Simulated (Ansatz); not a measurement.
Al

```yaml
crystal:
  lattice:
    - [-2.02311, 1.96069, 0.03042]
    - [0.02046, -1.97065, -2.04383]
    - [-0.05664, -1.98690, 2.06008]
  atoms:
    - { symbol: Al, position: [0.00000, 0.00000, 0.00000] }
```

Space group P-1; computed pressure about −3 GPa in this cell.

Level of theory: Ansatz 0.2.0, Kohn-Sham DFT of a periodic cell, r2SCAN, Ansatz PAW.

**Predict the valence pseudo-density and electron localisation function between the atoms.**

Al–Al (2.84 Å): ρ at the midpoint is about 0.21 e/Å³; the ELF peaks at about 0.65 between the atoms.
Al–Al (2.86 Å): ρ is about 0.2 e/Å³ halfway; the ELF peaks at about 0.65 between the atoms.

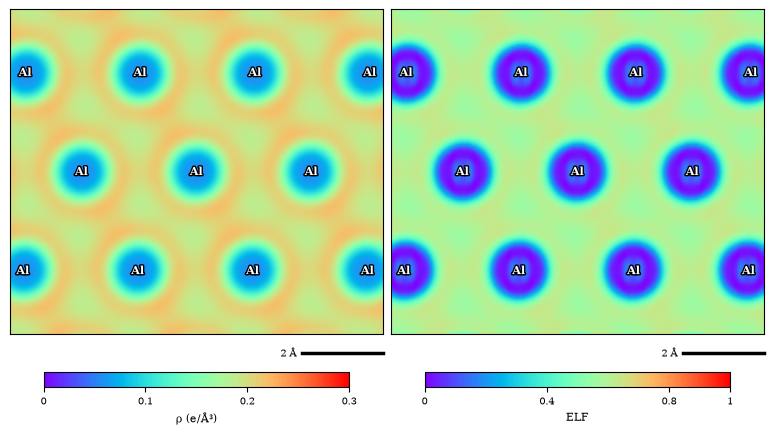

Computed valence pseudo-density and electron localisation function on the (11̄0) plane of the conventional cell, in this order. 

Core electrons are frozen (PAW), and the valence fields are smoothed inside the atomic spheres.
